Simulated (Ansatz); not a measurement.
## Ta: geometry relaxation (part 4 of 4)

Ta (slab, 24 atoms in the cell); DFT PBE, scalar-relativistic, plane waves, PAW, no spin polarisation (Ansatz 0.2.0); cutoff 420 eV, 2×10×1 k-mesh, Gaussian smearing of 0.1 eV. The structure derives from an entry of the Crystallography Open Database. The input holds or restrains some coordinates. Forces given for the steps count only the free coordinates. It belongs to a series of runs on one base structure; here: flat (0 0 1) slab.

Geometry of the input (Å; fractional positions):
```
19.9127  0.0000  0.0000
0.0000  3.3188  0.0000
0.0000  0.0000  18.6376
Ta 0.0000  0.0000  0.0805
Ta 0.0833  0.5000  0.1695
Ta 0.1667  0.0000  0.0805
Ta 0.2500  0.5000  0.1695
Ta 0.3333  0.0000  0.0805
Ta 0.4167  0.5000  0.1695
Ta 0.5000  0.0000  0.0805
Ta 0.5833  0.5000  0.1695
Ta 0.6667  0.0000  0.0805
Ta 0.7500  0.5000  0.1695
Ta 0.8333  0.0000  0.0805
Ta 0.9167  0.5000  0.1695
Ta 0.0000  0.0000  0.2586
Ta 0.0833  0.5000  0.3476
Ta 0.1667  0.0000  0.2586
Ta 0.2500  0.5000  0.3476
Ta 0.3333  0.0000  0.2586
Ta 0.4167  0.5000  0.3476
Ta 0.5000  0.0000  0.2586
Ta 0.5833  0.5000  0.3476
Ta 0.6667  0.0000  0.2586
Ta 0.7500  0.5000  0.3476
Ta 0.8333  0.0000  0.2586
Ta 0.9167  0.5000  0.3476
```

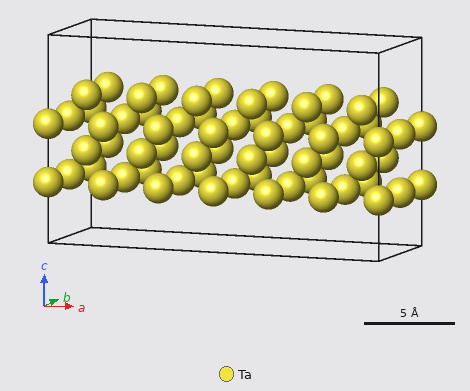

The geometry at step 5 of the log (spheres-only view of the 1 × 2 repeat of the cell, with the vacuum cut short, seen slightly off an axis).

Trajectory as extended XYZ, continued
```
24
Lattice="19.9127 0.0000 0.0000 0.0000 3.3188 0.0000 0.0000 0.0000 18.6376" Properties=species:S:1:pos:R:3:forces:R:3 step=4 energy=-238351.07174
Ta    0.0000    0.0000    1.5000    0.0000   0.0000   0.8191
Ta    1.6594    1.6594    3.1594    0.0000   0.0000  -0.7937
Ta    3.3188    0.0000    1.5000    0.0000   0.0000   0.8191
Ta    4.9782    1.6594    3.1594    0.0000   0.0000  -0.7937
Ta    6.6376    0.0000    1.5000    0.0000   0.0000   0.8191
Ta    8.2970    1.6594    3.1594    0.0000   0.0000  -0.7937
Ta    9.9564    0.0000    1.5000    0.0000   0.0000   0.8191
Ta   11.6158    1.6594    3.1594    0.0000   0.0000  -0.7937
Ta   13.2752    0.0000    1.5000    0.0000   0.0000   0.8191
Ta   14.9346    1.6594    3.1594    0.0000   0.0000  -0.7937
Ta   16.5939    0.0000    1.5000    0.0000   0.0000   0.8191
Ta   18.2533    1.6594    3.1594    0.0000   0.0000  -0.7937
Ta    0.0000    0.0000    4.8120    0.0000   0.0000   0.0006
Ta    1.6594    1.6594    6.3119    0.0000   0.0000  -0.0260
Ta    3.3188    0.0000    4.8120    0.0000   0.0000   0.0006
Ta    4.9782    1.6594    6.3119    0.0000   0.0000  -0.0260
Ta    6.6376    0.0000    4.8120    0.0000   0.0000   0.0006
Ta    8.2970    1.6594    6.3119    0.0000   0.0000  -0.0260
Ta    9.9564    0.0000    4.8120    0.0000   0.0000   0.0006
Ta   11.6158    1.6594    6.3119    0.0000   0.0000  -0.0260
Ta   13.2752    0.0000    4.8120    0.0000   0.0000   0.0006
Ta   14.9346    1.6594    6.3119    0.0000   0.0000  -0.0260
Ta   16.5939    0.0000    4.8120    0.0000   0.0000   0.0006
Ta   18.2533    1.6594    6.3119    0.0000   0.0000  -0.0260
24
Lattice="19.9127 0.0000 0.0000 0.0000 3.3188 0.0000 0.0000 0.0000 18.6376" Properties=species:S:1:pos:R:3:forces:R:3 step=5 energy=-238351.07218
Ta    0.0000    0.0000    1.5000    0.0000   0.0000   0.8135
Ta    1.6594    1.6594    3.1594    0.0000   0.0000  -0.8126
Ta    3.3188    0.0000    1.5000    0.0000   0.0000   0.8135
Ta    4.9782    1.6594    3.1594    0.0000   0.0000  -0.8126
Ta    6.6376    0.0000    1.5000    0.0000   0.0000   0.8135
Ta    8.2970    1.6594    3.1594    0.0000   0.0000  -0.8126
Ta    9.9564    0.0000    1.5000    0.0000   0.0000   0.8135
Ta   11.6158    1.6594    3.1594    0.0000   0.0000  -0.8126
Ta   13.2752    0.0000    1.5000    0.0000   0.0000   0.8135
Ta   14.9346    1.6594    3.1594    0.0000   0.0000  -0.8126
Ta   16.5939    0.0000    1.5000    0.0000   0.0000   0.8135
Ta   18.2533    1.6594    3.1594    0.0000   0.0000  -0.8126
Ta    0.0000    0.0000    4.8095    0.0000   0.0000   0.0012
Ta    1.6594    1.6594    6.3066    0.0000   0.0000  -0.0021
Ta    3.3188    0.0000    4.8095    0.0000   0.0000   0.0012
Ta    4.9782    1.6594    6.3066    0.0000   0.0000  -0.0021
Ta    6.6376    0.0000    4.8095    0.0000   0.0000   0.0012
Ta    8.2970    1.6594    6.3066    0.0000   0.0000  -0.0021
Ta    9.9564    0.0000    4.8095    0.0000   0.0000   0.0012
Ta   11.6158    1.6594    6.3066    0.0000   0.0000  -0.0021
Ta   13.2752    0.0000    4.8095    0.0000   0.0000   0.0012
Ta   14.9346    1.6594    6.3066    0.0000   0.0000  -0.0021
Ta   16.5939    0.0000    4.8095    0.0000   0.0000   0.0012
Ta   18.2533    1.6594    6.3066    0.0000   0.0000  -0.0021
```

Summary

| quantity | value |
| --- | --- |
| outcome | converged under the restraints of the input |
| electrons treated | 312 |
| free energy | −238351.0722 eV |
| Fermi energy | 4.370 eV |
| gap on the k-point mesh | none (metallic) |
| final volume | 1231.69 Å³ |
| largest force (length of the vector) at the end, held atoms and coordinates included | 0.813 eV/Å |
| hardware | 4 threads of Intel Xeon (Sapphire Rapids), 32 GiB of memory available, shared host |
| wall time | 5.7 min (CPU time 22 min) |
| peak memory | 4.9 GiB |

Notes

Warnings of the run: the density in the vacuum is higher than it should be, so vacuum levels may be off; the exchange-correlation potential is rough where the density is thin. Spin–orbit coupling is left out, which matters for Ta.
